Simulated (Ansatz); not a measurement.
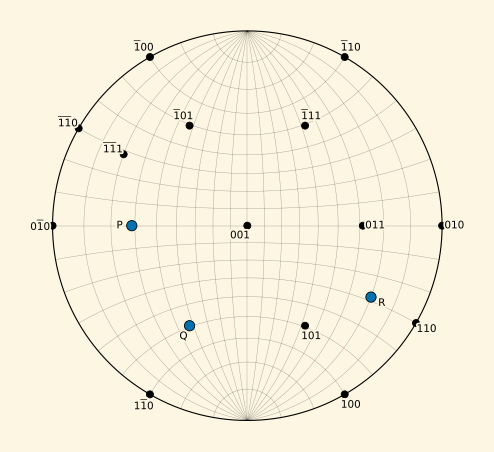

Crystal: Rb, the end point of a relaxation at fixed volume with DFT HSE06, scalar-relativistic, plane waves, PAW (Ansatz 0.2.0); the starting structure was generated, so it need not be a known form of this composition. Stereographic projection of plane normals (upper hemisphere) centred on (0 0 1). Symmetry computed with spglib at a tolerance of 0.002 Å; standard conventional cell.

a = 5.036 Å, b = 5.036 Å, c = 7.984 Å, α = 90.00°, β = 90.00°, γ = 120.00°.

Question: Index the poles marked P, Q, R.

Answer: P is (0 −1 1), in four indices (0 −1 1 1), 61.4° from the centre; Q is (1 −1 1), in four indices (1 −1 0 1), 61.4° from the centre; R is (1 1 1), in four indices (1 1 −2 1), 72.5° from the centre.

Question: What is the angle between the normals of (0 0 1) and (1 −1 0), and what are their d_hkl = 1/|g|?

Answer: 90.0°; d = 7.984 Å and 4.361 Å.
